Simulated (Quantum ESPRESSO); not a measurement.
# Magnetic state of CoO from several starts, part 2 of 3

Wanted: the moments of CoO and the energy of each order that was tried.

Quantum ESPRESSO 7.5; LDA with U = 2.1 eV on Co d (ortho-atomic projectors); plane waves with GBRV 1.5 LDA potentials, no spin-orbit coupling.

So far, absolute magnetization (μB): step 2 (start 1: ferro +) 2.94.

### 3. Start 2: antiferro q=(1/2,1/2,1/2) +−

The cell is doubled to 4 atoms to hold this order. The wavevector q is in fractions of the reciprocal vectors of the crystal's primitive cell, as the cells of these inputs are built from it; moments change sign between cells as cos(2π q·R).

pw.in

```
&CONTROL
  calculation = 'scf'
  prefix = 'pwscf'
  outdir = './tmp'
  pseudo_dir = './pseudo'
  disk_io = 'nowf'
  tprnfor = .true.
  tstress = .true.
/
&SYSTEM
  ibrav = 0
  nat = 4
  ntyp = 3
  ecutwfc = 40
  ecutrho = 280
  nbnd = 32
  occupations = 'smearing'
  smearing = 'fd'
  degauss = 0.00999582
  nspin = 2
  starting_magnetization(1) = 0.1765
  starting_magnetization(2) = -0.1765
  starting_magnetization(3) = 0
/
&ELECTRONS
  conv_thr = 8d-09
  electron_maxstep = 150
  mixing_beta = 0.3
/
ATOMIC_SPECIES
Co1    58.9332 co_lda_v1.2.uspp.F.UPF
Co2    58.9332 co_lda_v1.2.uspp.F.UPF
O      15.9990 o_lda_v1.2.uspp.F.UPF
CELL_PARAMETERS bohr
  -5.6994139919    5.6994139919    7.9642414461
   0.0000000000    0.0000000000    7.9642414461
   0.0000000000    5.6994139919    0.0000000000
ATOMIC_POSITIONS crystal
Co1     0.0000000000    0.0000000000    0.0000000000
Co2     0.5000000000    0.0000000000    0.0000000000
O       0.0000000000    0.5000000000    0.0000000000
O       0.5000000000    0.5000000000    0.0000000000
K_POINTS automatic
5 10 10 0 0 0
HUBBARD {ortho-atomic}
U Co1-3d 2.1000
U Co2-3d 2.1000
```

Started as:

```bash
$ OMP_NUM_THREADS=1 mpirun -n 2 pw.x -nk 2 -in pw.in > pw.out
```

Log:

```text
[banner, memory and clock lines left out]
Program PWSCF v.7.5 starts

     Message from routine setup:
     using ibrav=0 with symmetry is DISCOURAGED, use correct ibrav instead

     bravais-lattice index     =            0
     lattice parameter (alat)  =      11.3312  a.u.
     unit-cell volume          =     258.7050 (a.u.)^3
     number of atoms/cell      =            4
     number of atomic types    =            3
     number of electrons       =        46.00
     number of Kohn-Sham states=           32
     kinetic-energy cutoff     =      40.0000  Ry
     charge density cutoff     =     280.0000  Ry
     scf convergence threshold =      8.0E-09
     mixing beta               =       0.3000
     number of iterations used =            8  plain     mixing
     Exchange-correlation= SLA  PZ   NOGX NOGC
                           (   1   1   0   0   0   0   0)
     Hubbard projectors: ortho-atomic
     Hubbard parameters of DFT+U (Dudarev formulation) in eV:
     U(Co1-3d) =  2.1000
     U(Co2-3d) =  2.1000

     Internal variables: lda_plus_u =T, lda_plus_u_kind = 0

     Internal variables: orbital_resolved =F, hub_pot_fix =F, apply_U = F

     celldm(1)=  11.331186  celldm(2)=   0.000000  celldm(3)=   0.000000
     celldm(4)=   0.000000  celldm(5)=   0.000000  celldm(6)=   0.000000

     crystal axes: (cart. coord. in units of alat)
               a(1) = (  -0.502985   0.502985   0.702860 )
               a(2) = (   0.000000   0.000000   0.702860 )
               a(3) = (   0.000000   0.502985   0.000000 )

     reciprocal axes: (cart. coord. in units 2 pi/alat)
               b(1) = ( -1.988132  0.000000  0.000000 )
               b(2) = (  1.988132 -0.000000  1.422758 )
               b(3) = (  1.988132  1.988132 -0.000000 )

     PseudoPot. # 1 for Co read from file:
     co_lda_v1.2.uspp.F.UPF
     Pseudo is Ultrasoft + core correction, Zval = 17.0

     PseudoPot. # 2 for Co read from file:
     co_lda_v1.2.uspp.F.UPF
     Pseudo is Ultrasoft + core correction, Zval = 17.0

     PseudoPot. # 3 for O  read from file:
     o_lda_v1.2.uspp.F.UPF
     Pseudo is Ultrasoft + core correction, Zval =  6.0

     atomic species   valence    mass     pseudopotential
     Co1              17.00    58.93320     Co( 1.00)
     Co2              17.00    58.93320     Co( 1.00)
     O                 6.00    15.99900     O ( 1.00)

     Starting magnetic structure
     atomic species   magnetization
     Co1             0.176
     Co2            -0.176
     O               0.000

     16 Sym. Ops., with inversion, found

   Cartesian axes

     site n.     atom                  positions (alat units)
         1        Co1    tau(   1) = (   0.0000000   0.0000000   0.0000000  )
         2        Co2    tau(   2) = (  -0.2514924   0.2514924   0.3514302  )
         3        O      tau(   3) = (   0.0000000   0.0000000   0.3514302  )
         4        O      tau(   4) = (  -0.2514924   0.2514924   0.7028603  )

     number of k points=    63  Fermi-Dirac smearing, width (Ry)=  0.0100
                       cart. coord. in units 2pi/alat
        k(    1) = (   0.0000000   0.0000000   0.0000000), wk =   0.0020000
        k(    2) = (   0.1988132   0.1988132   0.0000000), wk =   0.0080000
        k(    3) = (   0.3976264   0.3976264   0.0000000), wk =   0.0080000
        k(    4) = (   0.5964395   0.5964395   0.0000000), wk =   0.0080000
        k(    5) = (   0.7952527   0.7952527   0.0000000), wk =   0.0080000
        [... 58 further k-points ...]

     Dense  grid:    20407 G-vectors     FFT dimensions: (  64,  45,  32)

     Smooth grid:     8861 G-vectors     FFT dimensions: (  45,  36,  24)

     Check: negative core charge=   -0.000039
     Generating pointlists ...
     new r_m :   0.1450 (alat units)  1.6426 (a.u.) for type    1
     new r_m :   0.1450 (alat units)  1.6426 (a.u.) for type    2
     new r_m :   0.1450 (alat units)  1.6426 (a.u.) for type    3

     Initial potential from superposition of free atoms

     starting charge      44.0000, renormalised to      46.0000

     STARTING HUBBARD OCCUPATIONS:

     =================== HUBBARD OCCUPATIONS ===================
     ------------------------ ATOM    1 ------------------------
     Tr[ns(  1)] (up, down, total) =   5.00000  2.00000  7.00000
     Atomic magnetic moment for atom   1 =   3.00000
     [... lines left out ...]
     ------------------------ ATOM    2 ------------------------
     Tr[ns(  2)] (up, down, total) =   2.00000  5.00000  7.00000
     Atomic magnetic moment for atom   2 =  -3.00000
     [... lines left out ...]
     Number of occupied Hubbard levels =   14.0000

     Atomic wfc used for Hubbard projectors are orthogonalized

     Starting wfcs are   34 randomized atomic wfcs

     Self-consistent Calculation

     iteration #  1     ecut=    40.00 Ry     beta= 0.30
     Davidson diagonalization with overlap
     ethr =  1.00E-02,  avg # of iterations =  2.8

     =================== HUBBARD OCCUPATIONS ===================
     ------------------------ ATOM    1 ------------------------
     Tr[ns(  1)] (up, down, total) =   4.48299  1.03067  5.51366
     Atomic magnetic moment for atom   1 =   3.45232
     [... lines left out ...]
     ------------------------ ATOM    2 ------------------------
     Tr[ns(  2)] (up, down, total) =   1.03036  4.48326  5.51363
     Atomic magnetic moment for atom   2 =  -3.45290
     [... lines left out ...]
     Number of occupied Hubbard levels =   11.0273

     total energy              =    -657.10908090 Ry
     estimated scf accuracy    <      12.45775855 Ry

     total magnetization       =     0.00 Bohr mag/cell
     absolute magnetization    =     7.07 Bohr mag/cell

     iteration #  2     ecut=    40.00 Ry     beta= 0.30
     Davidson diagonalization with overlap
     ethr =  1.00E-02,  avg # of iterations =  2.7

     total energy              =    -659.03832792 Ry
     estimated scf accuracy    <      12.77020732 Ry

     total magnetization       =    -0.00 Bohr mag/cell
     absolute magnetization    =     1.47 Bohr mag/cell

     [... further iterations left out ...]

     iteration # 22     ecut=    40.00 Ry     beta= 0.30
     Davidson diagonalization with overlap
     ethr =  2.29E-10,  avg # of iterations =  1.5

     total energy              =    -660.93575284 Ry
     estimated scf accuracy    <       0.00000005 Ry

     total magnetization       =     0.00 Bohr mag/cell
     absolute magnetization    =     5.02 Bohr mag/cell

     iteration # 23     ecut=    40.00 Ry     beta= 0.30
     Davidson diagonalization with overlap
     ethr =  1.01E-10,  avg # of iterations =  1.9

     Magnetic moment per site  (integrated on atomic sphere of radius R)
     atom   1 (R=0.145)  charge= 14.5852  magn=  2.3341
     atom   2 (R=0.145)  charge= 14.5852  magn= -2.3342
     atom   3 (R=0.145)  charge=  5.6774  magn= -0.0499
     atom   4 (R=0.145)  charge=  5.6774  magn=  0.0498

     End of self-consistent calculation

     =================== HUBBARD OCCUPATIONS ===================
     ------------------------ ATOM    1 ------------------------
     Tr[ns(  1)] (up, down, total) =   4.89244  2.48152  7.37396
     Atomic magnetic moment for atom   1 =   2.41093
     [... lines left out ...]
     ------------------------ ATOM    2 ------------------------
     Tr[ns(  2)] (up, down, total) =   2.48149  4.89249  7.37398
     Atomic magnetic moment for atom   2 =  -2.41099
     [... lines left out ...]
     Number of occupied Hubbard levels =   14.7479

     Number of k-points >= 100: set verbosity='high' to print the bands.

     the Fermi energy is    13.2441 ev

!    total energy              =    -660.93575290 Ry
     estimated scf accuracy    <          7.9E-09 Ry
     smearing contrib. (-TS)   =      -0.02809015 Ry
     internal energy E=F+TS    =    -660.90766275 Ry

     The total energy is F=E-TS. E is the sum of the following terms:
     one-electron contribution =    -364.20820590 Ry
     hartree contribution      =     208.57724492 Ry
     xc contribution           =     -78.83380896 Ry
     ewald contribution        =    -426.58487187 Ry
     Hubbard energy            =       0.14197906 Ry

     total magnetization       =    -0.00 Bohr mag/cell
     absolute magnetization    =     5.02 Bohr mag/cell

     convergence has been achieved in  23 iterations

     Forces acting on atoms (cartesian axes, Ry/au):

     atom    1 type  1   force =     0.00000000    0.00000000    0.00000000
     atom    2 type  2   force =     0.00000000    0.00000000    0.00000000
     atom    3 type  3   force =     0.00000000    0.00000000    0.00000000
     atom    4 type  3   force =    -0.00000000   -0.00000000    0.00000000

     Total force =     0.000000     Total SCF correction =     0.000000

     Computing stress (Cartesian axis) and pressure

          total   stress  (Ry/bohr**3)                   (kbar)     P=     -146.83
  -0.00100711   0.00000000  -0.00000000         -148.15        0.00       -0.00
  -0.00000000  -0.00100711  -0.00000000           -0.00     -148.15       -0.00
  -0.00000000  -0.00000000  -0.00098026           -0.00       -0.00     -144.20
```

Run time: 3.6 min. Hardware: 2 MPI ranks of Arm Neoverse N1, shared host; peak memory 0.29 GiB; 7.2 min of CPU time.

Spin moment in the atom's sphere by atom:

```
atom  spin moment in the atom's sphere (μB)
 Co1                                   2.33
 Co2                                  -2.33
  O3                                  -0.05
  O4                                   0.05
```

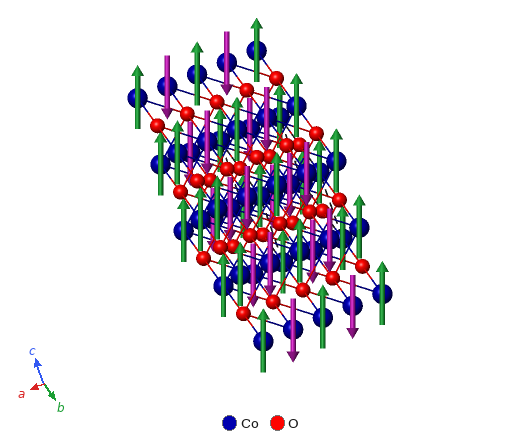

Spin moment in the atom's sphere as arrows, the longest 2.33 μB. Up and down stand for the sign. Arrows give size and sign along the axis of quantisation, drawn up and down the page. The two directions have two colours. 2×2×2 cells are drawn. Some periodic images of atoms are drawn too.

Read from the output:

| Property | Result |
| --- | --- |
| smearing term TS | 0.3822 eV |
| pressure | -14.68 GPa |
| magnetization | 0 μB |
| absolute magnetization | 5.024 μB |
| final state | antiferromagnetic |

### 4. Run 3 (antiferro q=(0,1/2,0) +−)

This order needs a doubled cell of 4 atoms.

pw.in, as its differences from that of step 3:

```diff
@@ -34,12 +34,12 @@
 CELL_PARAMETERS bohr
-  -5.6994139919    5.6994139919    7.9642414461
-   0.0000000000    0.0000000000    7.9642414461
-   0.0000000000    5.6994139919    0.0000000000
+  -2.8497069959    2.8497069959    3.9821207230
+   5.6994139919   -5.6994139919    7.9642414461
+   2.8497069959    2.8497069959   -3.9821207230
 ATOMIC_POSITIONS crystal
 Co1     0.0000000000    0.0000000000    0.0000000000
-Co2     0.5000000000    0.0000000000    0.0000000000
-O       0.0000000000    0.5000000000    0.0000000000
-O       0.5000000000    0.5000000000    0.0000000000
+Co2     0.0000000000    0.5000000000    0.0000000000
+O       0.5000000000    0.2500000000    0.0000000000
+O       0.5000000000    0.7500000000    0.0000000000
 K_POINTS automatic
-5 10 10 0 0 0
+10 5 10 0 0 0
 HUBBARD {ortho-atomic}
```

Log:

```text
     [... lines left out ...]
Program PWSCF v.7.5 starts
     [... lines left out ...]
     number of atoms/cell      =            4
     [... lines left out ...]
     number of electrons       =        46.00
     number of Kohn-Sham states=           32
     kinetic-energy cutoff     =      40.0000  Ry
     charge density cutoff     =     280.0000  Ry
     scf convergence threshold =      8.0E-09
     [... lines left out ...]
      4 Sym. Ops., with inversion, found
     [... lines left out ...]
     number of k points=   141  Fermi-Dirac smearing, width (Ry)=  0.0100
     [... lines left out ...]
     iteration # 30     ecut=    40.00 Ry     beta= 0.30
     [... lines left out ...]
     Magnetic moment per site  (integrated on atomic sphere of radius R)
     atom   1 (R=0.290)  charge= 14.5745  magn=  2.4421
     atom   2 (R=0.290)  charge= 14.5745  magn= -2.4421
     atom   3 (R=0.290)  charge=  5.6845  magn= -0.0000
     atom   4 (R=0.290)  charge=  5.6845  magn= -0.0000
     [... lines left out ...]
     Tr[ns(  1)] (up, down, total) =   4.93981  2.41773  7.35754
     [... lines left out ...]
     Tr[ns(  2)] (up, down, total) =   2.41771  4.93981  7.35752
     [... lines left out ...]
     the Fermi energy is    13.2768 ev
!    total energy              =    -660.95845786 Ry
     estimated scf accuracy    <          7.1E-09 Ry
     smearing contrib. (-TS)   =      -0.02472239 Ry
     [... lines left out ...]
     total magnetization       =    -0.00 Bohr mag/cell
     absolute magnetization    =     5.22 Bohr mag/cell
     convergence has been achieved in  30 iterations
     [... lines left out ...]
     Total force =     0.000009     Total SCF correction =     0.000062
     [... lines left out ...]
          total   stress  (Ry/bohr**3)                   (kbar)     P=     -162.62
     [... lines left out ...]
```

Run time: 7.3 min. Hardware: 2 MPI ranks; peak memory 0.39 GiB.

Spin moment in the atom's sphere by atom:

```
atom  spin moment in the atom's sphere (μB)
 Co1                                   2.44
 Co2                                  -2.44
  O3                                   0.00
  O4                                   0.00
```

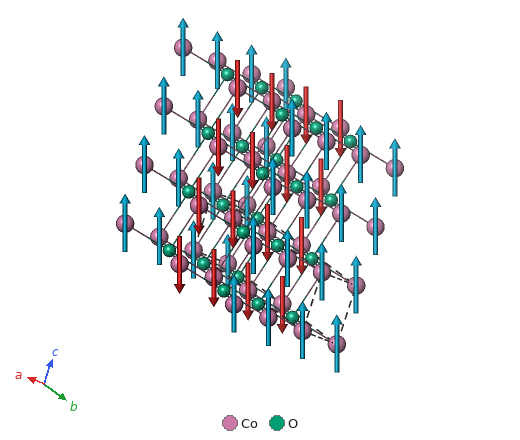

Spin moment in the atom's sphere as arrows, the longest 2.44 μB. Up and down stand for the sign. Arrows give size and sign along the axis of quantisation, drawn up and down the page. The two directions have two colours. 3×1×3 cells are drawn. Some periodic images of atoms are drawn too.

Read from the output:

```yaml
smearing_term_ts: 0.3364 eV
pressure: -16.26 GPa
magnetization: 0 μB
absolute_magnetization: 5.222 μB
final_state: antiferromagnetic
```

### 5. Start 4: antiferro q=(0,0,1/2) +−

The cell is doubled to 4 atoms to hold this order.

pw.in, as its differences from that of step 4:

```diff
@@ -35,11 +35,11 @@
   -2.8497069959    2.8497069959    3.9821207230
-   5.6994139919   -5.6994139919    7.9642414461
-   2.8497069959    2.8497069959   -3.9821207230
+   2.8497069959   -2.8497069959    3.9821207230
+   5.6994139919    5.6994139919   -7.9642414461
 ATOMIC_POSITIONS crystal
 Co1     0.0000000000    0.0000000000    0.0000000000
-Co2     0.0000000000    0.5000000000    0.0000000000
-O       0.5000000000    0.2500000000    0.0000000000
-O       0.5000000000    0.7500000000    0.0000000000
+Co2     0.0000000000    0.0000000000    0.5000000000
+O       0.5000000000    0.5000000000    0.0000000000
+O       0.5000000000    0.5000000000    0.5000000000
 K_POINTS automatic
-10 5 10 0 0 0
+10 10 5 0 0 0
 HUBBARD {ortho-atomic}
```

Log:

```text
     [... lines left out ...]
Program PWSCF v.7.5 starts
     [... lines left out ...]
     number of atoms/cell      =            4
     [... lines left out ...]
     number of electrons       =        46.00
     number of Kohn-Sham states=           32
     kinetic-energy cutoff     =      40.0000  Ry
     charge density cutoff     =     280.0000  Ry
     scf convergence threshold =      8.0E-09
     [... lines left out ...]
      8 Sym. Ops., with inversion, found
     [... lines left out ...]
     number of k points=    93  Fermi-Dirac smearing, width (Ry)=  0.0100
     [... lines left out ...]
     iteration # 43     ecut=    40.00 Ry     beta= 0.30
     [... lines left out ...]
     Magnetic moment per site  (integrated on atomic sphere of radius R)
     atom   1 (R=0.290)  charge= 14.5739  magn=  2.4260
     atom   2 (R=0.290)  charge= 14.5740  magn= -2.4260
     atom   3 (R=0.290)  charge=  5.6878  magn=  0.0943
     atom   4 (R=0.290)  charge=  5.6878  magn= -0.0943
     [... lines left out ...]
     Tr[ns(  1)] (up, down, total) =   4.92330  2.42295  7.34625
     [... lines left out ...]
     Tr[ns(  2)] (up, down, total) =   2.42301  4.92332  7.34632
     [... lines left out ...]
     the Fermi energy is    13.3388 ev
!    total energy              =    -660.94085375 Ry
     estimated scf accuracy    <          4.6E-09 Ry
     smearing contrib. (-TS)   =      -0.02216150 Ry
     [... lines left out ...]
     total magnetization       =     0.00 Bohr mag/cell
     absolute magnetization    =     5.31 Bohr mag/cell
     convergence has been achieved in  43 iterations
     [... lines left out ...]
     Total force =     0.000000     Total SCF correction =     0.000000
     [... lines left out ...]
          total   stress  (Ry/bohr**3)                   (kbar)     P=     -134.11
     [... lines left out ...]
```

Elapsed: 7 min, on 2 MPI ranks; peak memory 0.33 GiB; 14 min of CPU time.

Numbers from this step:

```
smearing term TS       : 0.3015 eV
pressure               : -13.41 GPa
magnetization          : 0 μB
absolute magnetization : 5.307 μB
final state            : antiferromagnetic
largest moment         : 2.426 μB
```

[end of part 2 of 3]

[Logs and program files are shortened in this print: banners, set-up blocks, solver, clock and traceback lines can be left out without a mark of their own.]

[Logs are printed without paths, hosts, clocks, repeated set-up lines and the standing remarks that a program may print on its own settings, such as how far it seeks lower states.]

[Hosts, paths, dates, database ids (printed as entryN), source tags and the programs' standing remarks are cut or masked in the printed files.]

[Where a cell is said to come from a database of computed structures, the database is the Materials Project.]
